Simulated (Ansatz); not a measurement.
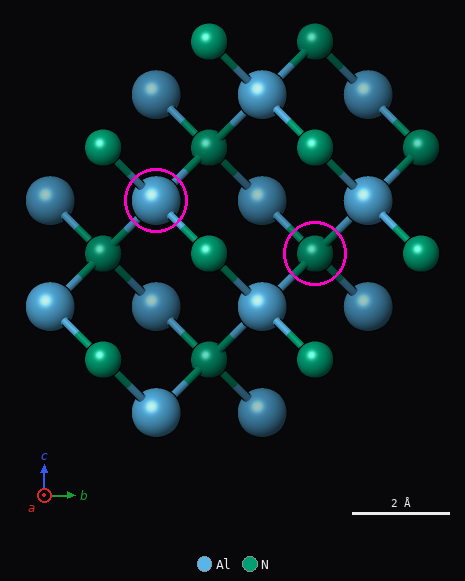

Perfect AlN. A ball-and-stick model of the atoms within 4.6 Å of one point, in a slice 5.0 Å thick across the line of sight, seen along the a axis.

Method: DFT, PBEsol, PAW, plane waves (Ansatz 0.2.0). Set-up: plane-wave cutoff 420 eV; k-point mesh 1 × 1 × 1; mesh shifted by (0.25, 0.25, 0.25); no spin polarisation. Fermi-Dirac smearing of 0.01 eV. The axes drawn are those of the host's conventional cell.

A nitrogen atom is replaced by aluminium and an aluminium atom is replaced by nitrogen, the two sites 3.6 Å apart at the ringed places, in charge state 0. The supercell has 64 sites, and the atoms are relaxed at the host's cell.

Q: How do the neighbours respond?

A: In the host the N atom has 4 Al at 1.90 Å; the Al atom ends with 4 N at 1.76 to 1.89 Å. In the host the Al atom has 4 N at 1.90 Å; the N atom ends with 1 N at 1.48 Å, 1 Al at 1.76 Å. Of the host's atoms, a nitrogen atom moves furthest from its site, by 0.75 Å. The Al atom itself moves 3.64 Å from where it was put. The N atom itself moves 1.53 Å from where it was put.

The relaxed defect, seen from the same direction:

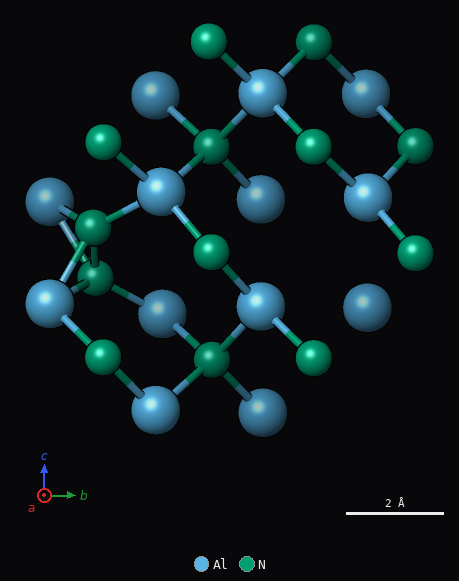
